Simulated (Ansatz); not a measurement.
## Ge₃Si: geometry relaxation (part 2 of 2)

Continued. System: Ge₃Si (P3m1, 8 atoms in the cell). Method: DFT r2SCAN, scalar-relativistic, plane waves, PAW, no spin polarisation (Ansatz 0.2.0); cutoff 500 eV, 10×6×6 k-mesh, Gaussian smearing of 0.1 eV. The structure derives from a Materials Project entry. It belongs to a series of runs on one base structure; here: 2 of 8 Ge sites taken by Si, cell and atoms relaxed.

Geometry of the input (Å; fractional positions):
```
-1.9774  -3.4249  0.0000
0.0000  0.0000  -6.5377
5.9321  -3.4249  0.0000
Ge 0.0000  0.9370  0.6667
Ge 0.5000  0.9370  0.1667
Si 0.0000  0.4370  0.3333
Si 0.5000  0.4370  0.8333
Ge 0.0000  0.5630  0.6667
Ge 0.5000  0.5630  0.1667
Ge 0.0000  0.0630  0.3333
Ge 0.5000  0.0630  0.8333
```

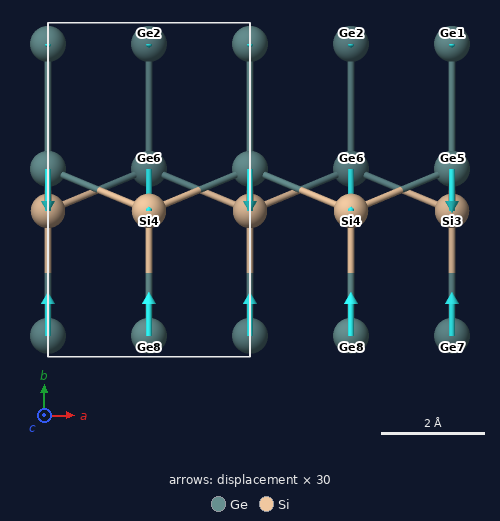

The starting structure with the displacements as teal arrows, magnified 30 times (ball-and-stick view of the cell of the calculation, repeated 2 × 1 × 1, along the c axis). The largest moves relative to the cell, 0.029 Å, are those of Ge5, Ge6, Ge7 and Ge8. Largest moves by element: Ge 0.029 Å, Si 0.003 Å. The volume changes by −0.4 %, with a 3.955 → 3.949 Å (−0.1 %), b 6.538 → 6.527 Å (−0.2 %), c 6.850 → 6.840 Å (−0.1 %). Among the contacts that change: Si3–Ge7 2.445 → 2.415 Å, Ge1–Ge5 2.445 → 2.468 Å, Si3–Ge5 2.427 → 2.413 Å, Ge1–Ge7 2.427 → 2.435 Å. The space group stays P3m1 (No. 156). Over 2 geometry steps the energy falls by 3.2 meV per atom. Largest force component: 0.42 eV/Å at the start, 0.0051 eV/Å at the end. The pressure goes from −0.34 to −0.03 GPa. A last SCF at the same geometry on a re-selected plane-wave basis shifts the energy by +0.0 meV per atom. (Atoms are counted from 1 in the order of the input.)

```
basis re-selected at this cell: Δ(F+E_penalty+E_count) = +2.007e-4 eV, ΔP = -0.001 GPa vs the last step (what re-selecting the basis moved, of the pressure what is left beyond the Pulay correction that the steps carried, after the strain that the cell walked since its last selection, with what the two solves' SCF thresholds leave and, on support functions, any second-order correction that the steps lacked; it is no measure of the basis error at this ecutwfc). This SCF's stress stands 4.00e-2 GPa from its target on what of the cell is left free (relax.cell.stress_tol is 1.50e-1 GPa) and its largest allowed force component is 5.13e-3 eV/Å (relax.f_tol is 1.50e-2 eV/Å): within both
SCF converged after 5 iterations
Free energy (F): -27095.366747 eV
Harris-Foulkes:  -27095.366747 eV  (|F-HF|=9.09e-11)
Internal energy: -27095.366722 eV  (E = F + TS)
E sigma→0 (E₀):  -27095.366734 eV
Entropy (-TS):   -0.000025 eV (-0.003 meV/atom)
Fermi energy:    8.242139 eV
--- Per-component energies (eV) ---
  E_band       = -967.738722
  E_kinetic    = 747.030273
  E_local      = -15835.751116  (includes V_loc(G=0)·N_el)
  E_nonlocal   = 2570.863590
  E_hartree    = 6995.863493
  E_xc         = -517.735798
  E_vxc        = -507.082637  (∫ρ·V_xc dr)
  E_paw        = -13244.878778  (= ΣΔE_a)
  E_vpaw       = -1961.271066  (= ΣTr[D̂ρ^β])
  E_aug_tail   = 0.000104  (compensation charges beyond the density's cutoff)
  E_vtau       = 26.744891  (kinetic-family band-sum trace: ∫τ·v_τ [+ j·A + Jᵃ·Aᵃ] dr)
  E_ewald      = -7804.091030
  E_core_change = -6.667460  (= ΣΔE_core)
  E_smearing   = -0.000025  (= −TS)
  E_closure    = -0.000000  (closes the sum)
  Σ components = -27095.366747   (vs F -27095.366747, Δ=0.00e0)
--- Forces (eV/Å), atoms counted from 1 ---
  atom   1  Ge     0.00007419    -0.00004283    -0.00277193
  atom   2  Ge     0.00007419    -0.00004283    -0.00277193
  atom   3  Si    -0.00006713     0.00003876     0.00513123
  atom   4  Si    -0.00006713     0.00003876     0.00513123
  atom   5  Ge     0.00007172    -0.00004141    -0.00190948
  atom   6  Ge     0.00007172    -0.00004141    -0.00190948
  atom   7  Ge    -0.00008022     0.00004632    -0.00044989
  atom   8  Ge    -0.00008022     0.00004632    -0.00044989
  max |Σ_I F_I| component: 2.89e-6 eV/Å
--- Stress (GPa, compression-positive) ---
       -0.031536       0.001357       0.000016
        0.001357      -0.029969      -0.000009
        0.000016      -0.000009      -0.040022
  P = ⅓ Tr σ = -0.0338 GPa (-0.338 kbar)
--- Band table (eV; the first three rows and the last of 120) ---
  k-point 0: bands = ["-17.4477", "-17.4384", "-17.4353", "-17.4352", "-17.4138", "-17.3947", "-17.3571", "-17.3571", "-17.3477", "-17.3167", "-17.2848", "-17.2803", "-17.2803", "-17.2652", "-17.2595", "-17.2568", "-17.2548", "-17.2548", "-17.2507", "-17.2383", "-17.2016", "-17.1847", "-17.1775", "-17.1541", "-17.1430", "-17.1429", "-17.1208", "-17.1125", "-17.1125", "-17.0882", "-5.2856", "-3.1578", "-3.0612", "-1.4590", "-0.7268", "0.1466", "1.2011", "3.1386", "4.6954", "4.9758", "6.3419", "6.3426", "6.4190", "7.6969", "8.0631", "8.0638", "8.4033", "8.6731", "9.2670", "10.1547", "10.2788", "10.2792", "10.8892", "11.6632", "11.7426", "12.5341"]
  k-point 1: bands = ["-17.4474", "-17.4396", "-17.4380", "-17.4370", "-17.4115", "-17.3971", "-17.3538", "-17.3530", "-17.3439", "-17.3182", "-17.2843", "-17.2805", "-17.2796", "-17.2665", "-17.2588", "-17.2565", "-17.2549", "-17.2543", "-17.2506", "-17.2409", "-17.1973", "-17.1871", "-17.1841", "-17.1527", "-17.1485", "-17.1466", "-17.1172", "-17.1095", "-17.1087", "-17.0890", "-5.2047", "-3.4841", "-2.9782", "-1.3064", "-0.8524", "0.1698", "1.7140", "3.0317", "4.7717", "5.2494", "5.5672", "6.1666", "6.4961", "7.0209", "7.5725", "7.8917", "8.7413", "9.0768", "9.8056", "10.2109", "10.3543", "10.5296", "11.2409", "11.7300", "11.7532", "12.1886"]
  k-point 2: bands = ["-17.4464", "-17.4422", "-17.4421", "-17.4407", "-17.4077", "-17.4012", "-17.3459", "-17.3432", "-17.3384", "-17.3233", "-17.2830", "-17.2810", "-17.2776", "-17.2701", "-17.2567", "-17.2554", "-17.2551", "-17.2527", "-17.2506", "-17.2458", "-17.1946", "-17.1936", "-17.1869", "-17.1604", "-17.1521", "-17.1510", "-17.1103", "-17.1056", "-17.1018", "-17.0914", "-4.9645", "-4.0553", "-2.7312", "-1.7969", "-0.3128", "0.2016", "2.7738", "3.0052", "4.3597", "4.9948", "5.5501", "5.7700", "5.8569", "6.7212", "7.1603", "7.4992", "8.9228", "9.3492", "10.1626", "10.3426", "11.0838", "11.2497", "11.5032", "11.6527", "11.7396", "11.9519"]
  k-point 119: bands = ["-17.4479", "-17.4479", "-17.4363", "-17.4363", "-17.3954", "-17.3954", "-17.3484", "-17.3484", "-17.3143", "-17.3143", "-17.2807", "-17.2807", "-17.2664", "-17.2664", "-17.2629", "-17.2629", "-17.2553", "-17.2553", "-17.2411", "-17.2411", "-17.1998", "-17.1998", "-17.1789", "-17.1789", "-17.1550", "-17.1550", "-17.1213", "-17.1213", "-17.0884", "-17.0884", "-2.5950", "-2.5950", "-2.3488", "-2.3488", "-0.2172", "-0.2172", "0.1484", "0.1484", "5.1839", "5.1839", "5.2683", "5.2683", "5.3971", "5.3971", "5.5164", "5.5164", "8.6361", "8.6361", "8.9889", "8.9889", "10.0089", "10.0089", "10.4779", "10.4779", "14.0312", "14.0312"]
--- Relaxed structure (3 steps of the walk, 3 accepted, 1 SCFs on fresh bases) ---
  F+E_penalty+E_count = -27095.36674677 eV   max|allowed force component| = 5.131e-3 eV/Å   (the final SCF, on the basis selected at the relaxed cell)
  cell:  # Å, volume = 176.3298 Å³
    - [-1.9746786530111062, -3.4202437556868412, 1.1121542597448963e-18]
    - [-1.967958202584904e-5, 1.1362011979999511e-5, -6.527457473569581]
    - [5.923600621063924, -3.419992413093163, 2.3808739922559028e-5]
  atoms:
    - { symbol: Ge, position: [-1.1058720007376254e-16, 0.936575704365539, 0.6666676095259005] }
    - { symbol: Ge, position: [0.5, 0.936575704365539, 0.16666760952590054] }
    - { symbol: Si, position: [-5.530793641720846e-17, 0.4374282867281548, 0.33333172470285943] }
    - { symbol: Si, position: [0.4999999999999997, 0.43742828672815487, 0.8333317247028597] }
    - { symbol: Ge, position: [-2.2178511820364664e-16, 0.5585567723385005, 0.6666725746106443] }
    - { symbol: Ge, position: [0.5, 0.5585567723385005, 0.1666725746106443] }
    - { symbol: Ge, position: [-2.772424603920262e-17, 0.06743923656780505, 0.33332809116059575] }
    - { symbol: Ge, position: [0.49999999999999967, 0.06743923656780505, 0.8333280911605958] }
```

Trajectory as extended XYZ (Å, eV, eV/Å), 4 frames, from step=1 to step=4:
```
8
Lattice="-1.9774 -3.4249 0.0000 0.0000 0.0000 -6.5377 5.9321 -3.4249 0.0000" Properties=species:S:1:pos:R:3:forces:R:3 step=1 energy=-27095.34151 pressure_GPa=-0.34
Ge    3.9547   -2.2833   -6.1258    0.0000   0.0000   0.0059
Ge    0.0000   -2.2833   -6.1258    0.0000   0.0000   0.0059
Si    1.9774   -1.1416   -2.8569   -0.0001   0.0000  -0.0091
Si    3.9547   -4.5665   -2.8569   -0.0001   0.0000  -0.0091
Ge    3.9547   -2.2833   -3.6808    0.0001  -0.0001   0.4204
Ge    0.0000   -2.2833   -3.6808    0.0001  -0.0001   0.4204
Ge    1.9774   -1.1416   -0.4119   -0.0001   0.0000  -0.4173
Ge    3.9547   -4.5665   -0.4119   -0.0001   0.0000  -0.4173
8
Lattice="-1.9754 -3.4214 0.0000 -0.0000 0.0000 -6.5265 5.9250 -3.4208 0.0000" Properties=species:S:1:pos:R:3:forces:R:3 step=2 energy=-27095.36489 pressure_GPa=-0.08
Ge    3.9500   -2.2805   -6.1074   -0.0004   0.0003  -0.0768
Ge   -0.0001   -2.2809   -6.1075   -0.0004   0.0003  -0.0768
Si    1.9749   -1.1402   -2.8606    0.0006  -0.0003   0.0812
Si    3.9497   -4.5613   -2.8606    0.0006  -0.0003   0.0812
Ge    3.9501   -2.2806   -3.6388   -0.0005   0.0003  -0.0889
Ge   -0.0001   -2.2809   -3.6389   -0.0005   0.0003  -0.0889
Ge    1.9749   -1.1402   -0.4461    0.0004  -0.0002   0.0846
Ge    3.9497   -4.5613   -0.4461    0.0004  -0.0002   0.0846
8
Lattice="-1.9747 -3.4202 0.0000 -0.0000 0.0000 -6.5275 5.9236 -3.4200 0.0000" Properties=species:S:1:pos:R:3:forces:R:3 step=3 energy=-27095.36695 pressure_GPa=-0.03
Ge    3.9491   -2.2800   -6.1134    0.0001   0.0000  -0.0028
Ge   -0.0001   -2.2801   -6.1135    0.0001   0.0000  -0.0028
Si    1.9745   -1.1400   -2.8553   -0.0001   0.0000   0.0051
Si    3.9490   -4.5601   -2.8553   -0.0001   0.0000   0.0051
Ge    3.9491   -2.2800   -3.6459    0.0001   0.0000  -0.0020
Ge    0.0000   -2.2801   -3.6460    0.0001   0.0000  -0.0020
Ge    1.9745   -1.1400   -0.4402   -0.0001   0.0000  -0.0004
Ge    3.9490   -4.5601   -0.4402   -0.0001   0.0000  -0.0004
8
Lattice="-1.9747 -3.4202 0.0000 -0.0000 0.0000 -6.5275 5.9236 -3.4200 0.0000" Properties=species:S:1:pos:R:3:forces:R:3 step=4 energy=-27095.36675 pressure_GPa=-0.03
Ge    3.9491   -2.2800   -6.1134    0.0001   0.0000  -0.0028
Ge   -0.0001   -2.2801   -6.1135    0.0001   0.0000  -0.0028
Si    1.9745   -1.1400   -2.8553   -0.0001   0.0000   0.0051
Si    3.9490   -4.5601   -2.8553   -0.0001   0.0000   0.0051
Ge    3.9491   -2.2800   -3.6459    0.0001   0.0000  -0.0019
Ge    0.0000   -2.2801   -3.6460    0.0001   0.0000  -0.0019
Ge    1.9745   -1.1400   -0.4402   -0.0001   0.0000  -0.0004
Ge    3.9490   -4.5601   -0.4402   -0.0001   0.0000  -0.0004
```
